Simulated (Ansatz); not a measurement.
The structure in question:

```
Cu O
1.0
     4.06671    0.00000    0.00000
     0.00000    4.06671    0.00000
     0.00000    0.00000    7.33959
Cu O
6 4
Cartesian
  2.0334 0.0000 1.8349
  0.0000 2.0334 1.8349
  0.0000 0.0000 0.0000
  0.0000 2.0334 5.5047
  2.0334 0.0000 5.5047
  2.0334 2.0334 3.6698
  2.0334 0.0000 0.0000
  0.0000 2.0334 0.0000
  0.0000 2.0334 3.6698
  2.0334 0.0000 3.6698
```

Describe what this structure looks like.

It has the composition Cu$_{3}$O$_{2}$. Its lattice is body-centred tetragonal, its space group I4/mmm (No. 139). Atoms per cell: 10 (6 Cu, 4 O). O is linked to four Cu in a distorted square planar arrangement at 1.83 to 2.03 Å. Cu takes two kinds of site: 4d with two O in a linear arrangement at 1.83 Å; 2a with four O in a square planar arrangement at 2.03 Å. Not all metal-metal contacts are counted. The bonds build a three-dimensional framework.

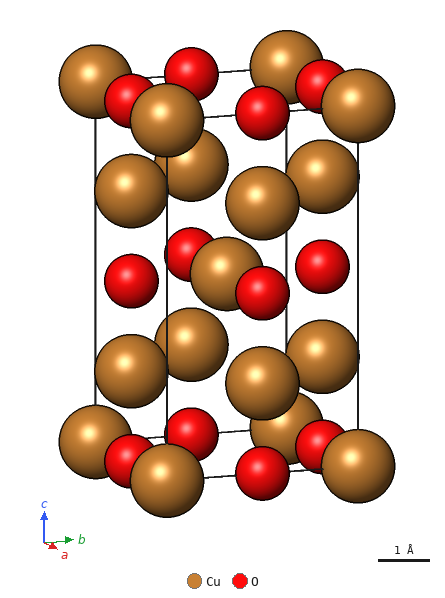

Drawn in the spheres-only manner and seen slightly off an axis. The wireframe shows the conventional unit cell. Colours: copper orange, oxygen red.

Its origin is a structure listed in the Materials Project. The structure drawn was relaxed with Ansatz, DFT PBE, scalar-relativistic, plane waves, PAW.
